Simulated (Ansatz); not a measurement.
```
CELL_PARAMETERS angstrom
3.10380 0.00000 0.00000
-1.55190 2.68797 0.00000
0.00000 0.00000 14.28960
ATOMIC_POSITIONS crystal
Sn 0.33333 0.66667 0.16667
Sn 0.00000 0.00000 0.50000
Sn 0.66667 0.33333 0.83333
O 0.00000 0.00000 0.24144
O 0.66667 0.33333 0.57477
O 0.33333 0.66667 0.90810
O 0.66667 0.33333 0.09190
O 0.33333 0.66667 0.42523
O 0.00000 0.00000 0.75856
```

Space group R-3m; a structure from a database of computed crystals, not necessarily the ambient phase; not relaxed (largest force 0.4 eV/Å); computed pressure about 6 GPa in this cell; PAW files of the earlier set (soft_1).

Level of theory: DFT PBEsol, scalar-relativistic, plane waves, PAW in Ansatz.

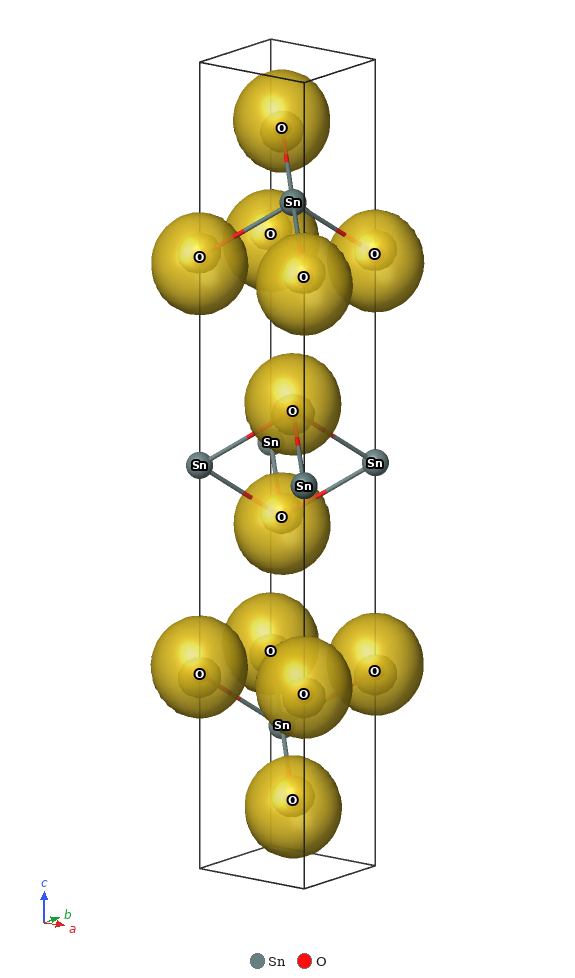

SnO2. Isosurface of the electron localisation function at 0.7 (yellow), seen slightly off an axis. Core shells and regions of very low density are left out. Sticks mark near contacts.

Core electrons are frozen (PAW), and the valence fields are smoothed inside the atomic spheres.

> Describe the localisation domains.

The ELF exceeds this value in six regions wrapped around O (the valence shell of each), counted in one cell of 9 atoms. Regions shared between cells count once. Profiles from the grid: Sn–O (2.09 Å): the ELF peaks at about 0.80 in the valence shell of O, 0.6 Å from its nucleus, and is about 0.30 at the midpoint: no localised pair shows between them.
